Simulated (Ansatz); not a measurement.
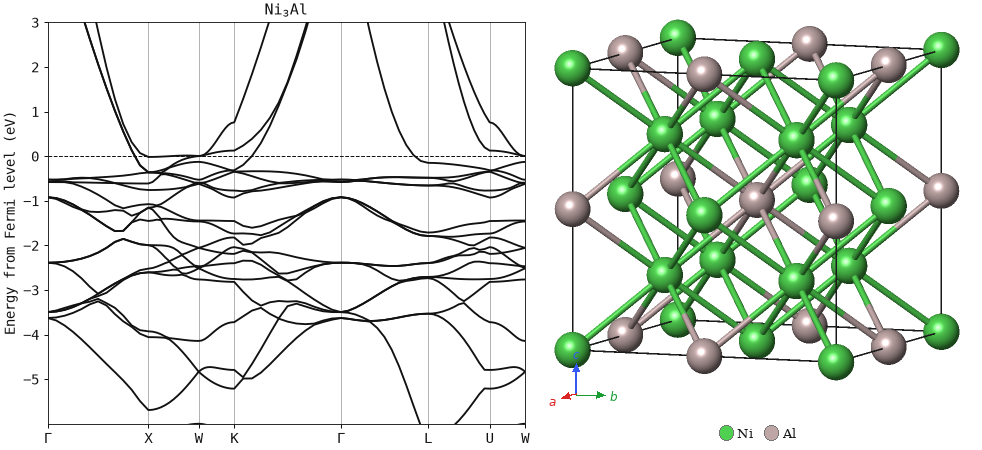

Band structure, beside the structure. Energies are counted from the Fermi level. The path runs straight from each named point to the next.

System: Ni$_{3}$Al, space group Fm-3m (No. 225), 4 atoms in the primitive cell.

```
Ni Al
1.0
     0.00000    2.80189    2.80189
     2.80189    0.00000    2.80189
     2.80189    2.80189    0.00000
Ni Al
3 1
Direct
  0.75000 0.75000 0.75000
  0.00000 0.00000 0.00000
  0.25000 0.25000 0.25000
  0.50000 0.50000 0.50000
```

Method: PBEsol, all-electron LAPW, non-relativistic, collinear spin, ferromagnetic start that ends with little or no moment, no spin-orbit coupling, 8×8×8 k mesh, Fermi-Dirac smearing of 0.05 eV (Ansatz 0.2.0).

**Metal, semiconductor or insulator?**

A metal: bands cross the Fermi level along this path.

**Are there flat bands near the Fermi level?**

3 bands within 1.5 eV of the Fermi level are narrower than 0.3 eV along the path; they lie between −0.8 and −0.3 eV and signal localised states.

The cell comes from a database of computed structures, and whether it is the stable form of this composition wasn't checked. Bands are joined in order of energy, so crossings between the computed points show as kinks or gaps.
